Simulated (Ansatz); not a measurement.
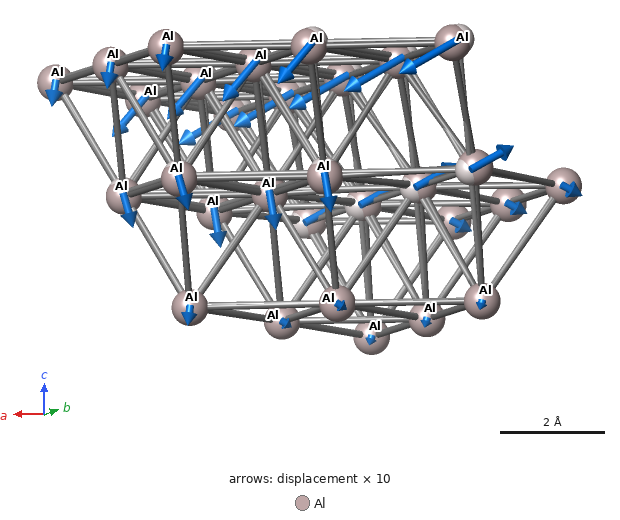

This is a constrained relaxation of a slab of composition Al (cut from the Fm-3m phase). The starting structure is drawn faded, the final one solid; blue arrows show the displacements, 10 times their true length.

Style: ball-and-stick. Shown: the atoms within 5.8 Å of the atom that moves most (axes of the 1 × 3 repeat of the cell, outlined in the plane, without the vacuum), from a free direction.

Case: stripe over 3 of 6 cells, two steps. 12 atoms are held fixed.

Method: DFT PBEsol, scalar-relativistic, plane waves, PAW in Ansatz. Set-up: plane-wave cutoff 420 eV; k-point mesh 2 × 12 × 1; occupations gaussian; smearing width 0.1 eV; no spin polarisation; dipole correction; atoms relaxed in a fixed cell; force threshold 0.02 eV/Å; at most 45 steps.

### What did the optimiser do to the structure, and how much energy did it gain?

Over 2 geometry steps the energy falls by 60.4 meV per cell of the calculation. The largest force component goes from 0.28 to 0.016 eV/Å. The atom that moves furthest is an Al atom (0.14 Å at 60° to the normal (−c side)). The lattice vectors keep their values. Some distances before and after: Al–Al 2.839 → 2.931 Å, Al–Al 2.839 → 2.766 Å, Al–Al 2.839 → 2.909 Å, Al–Al 2.839 → 2.795 Å. Cost: 73 s on 4 threads of Arm Neoverse V2, with other jobs on the host, peak memory 1.7 GiB.
